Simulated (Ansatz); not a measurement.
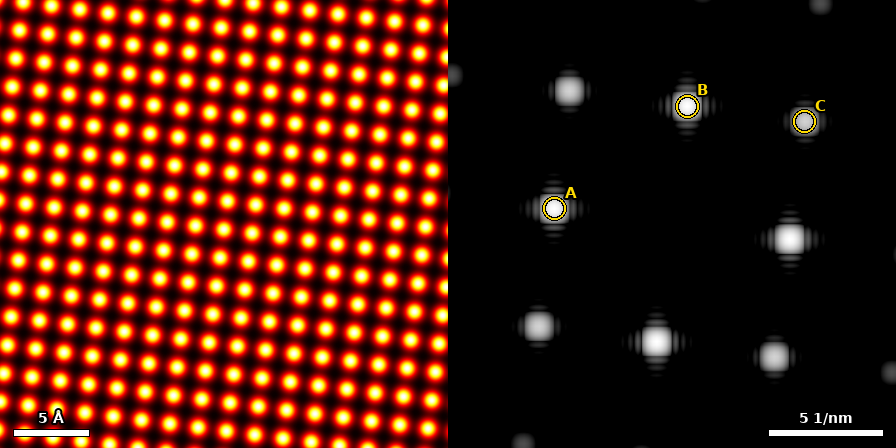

Z-contrast image of a crystal. Simulated incoherent Z contrast: every atom adds Z^1.7 spread by a probe of 1.00 Å full width; channelling and multiple scattering are left out. The probe carries 15 % of its weight in a tail 2.5 times as wide.

The right panel is the modulus of the image's Fourier transform on a logarithmic scale.

Question: Which lattice spacings do the marked spots stand for, and what angle do A and B enclose?

Answer: A: 1.9 Å, B: 1.9 Å, C: 1.4 Å; A and B enclose about 90°.

The crystal is Os (Fm-3m, No. 225) along [001]; the spots are (200), (0 -2 0) and (-2 -2 0). Structure: the end point of a relaxation with DFT PBEsol, scalar-relativistic, plane waves, PAW (Ansatz); the starting structure was generated, so it need not be a known form of this composition.
